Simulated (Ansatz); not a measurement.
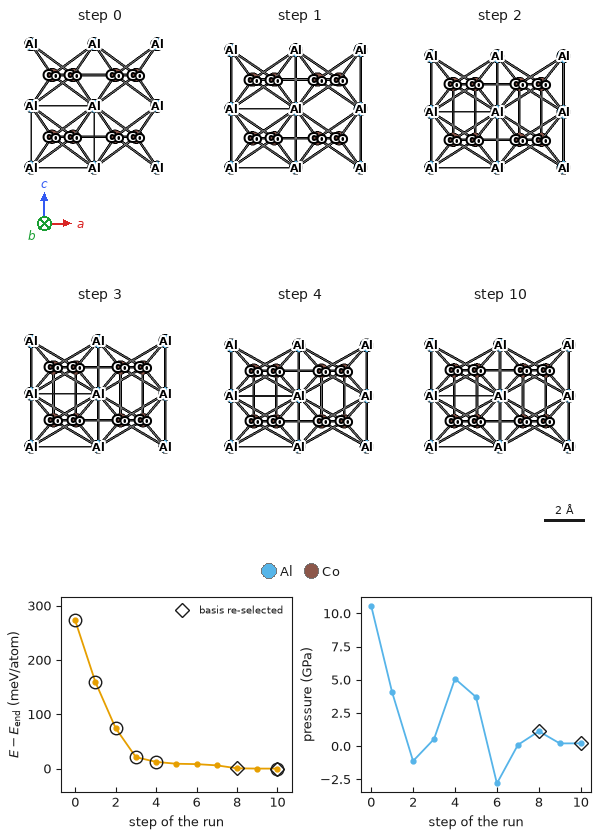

Frames of a relaxation of a crystal of AlCo$_{2}$ (a generated structure, set up in P6/mmm) (coarse preliminary run), marked on the history of the run. A ball-and-stick model of the cell of the calculation, repeated 2 × 1 × 2 with one cell outlined, seen along the b axis.

Level of theory: DFT PBE, scalar-relativistic, plane waves, PAW in Ansatz 0.2.0.

Input
```yaml
crystal:
  lattice:
    - [3.67311285, 0.0, 0.0]
    - [-1.83655642, 3.18100904, 0.0]
    - [0.0, 0.0, 3.11352316]
  atoms:
    - { symbol: Al, position: [0.0, 0.0, 0.0] }
    - { symbol: Co, position: [0.33333333, 0.66666667, 0.5], spin: 3.0 }
    - { symbol: Co, position: [0.66666667, 0.33333333, 0.5], spin: 3.0 }
basis:
  ecutwfc: 420
kpoints:
  mp_grid: { grid: [6, 6, 6] }
hamiltonian:
  xc: pbe
scf:
  occupations: { method: gaussian, width: 0.1 }
  lower_state_search: "off"
output:
  forces: true
  stress: true
  eigenvalues: true
  populations: true
magnetization:
  spin_polarized: true
relax:
  adjacent_minimum: "off"
  f_tol: 0.04
  max_steps: 70
  cell: { stress_tol: 0.4 }
```

Command:
```bash
ansatz run input.yaml --threads 1 --pin off --max-ram 2560MiB --backend cpu --events-out ev --progress --plain --runs-dir out
```

### What happens along the run?

No atom moves by more than 0.005 Å relative to the cell. The drawn cell changes as follows: a = b 3.673 → 4.013 Å (+9.2 %), c 3.114 → 2.565 Å (−17.6 %); the volume changes by −1.7 %. Among the contacts that change: Al1–Al1 3.114 → 2.565 Å, Co2–Co2 3.114 → 2.565 Å, Co2–Co3 2.121 → 2.317 Å, Al1–Co2 2.631 → 2.648 Å. The space group stays P6/mmm (No. 191). The energy falls by 273 meV per atom in 8 accepted moves (10 points after the start). All forces vanish by symmetry, so only the cell relaxes. Pressure: 10.59 GPa at the start and 0.21 GPa at the end. The SCF was repeated twice at an unchanged geometry on a basis and grid sized afresh for the cell, which shifted the energy by 5.4 meV per atom at most. Cost: 46 s on 1 thread of Arm Neoverse V2, with other jobs on the host, peak memory 0.32 GiB. From step 0 to 1: volume +0.4 %, energy −113 meV per atom. From step 1 to 2: volume −0.9 %, energy −84.9 meV per atom. From step 2 to 3: volume −2.8 %, energy −53.3 meV per atom. From step 3 to 4: volume −2.0 %, energy −8.7 meV per atom. From step 4 to 10: volume +3.7 %, energy −12.4 meV per atom.
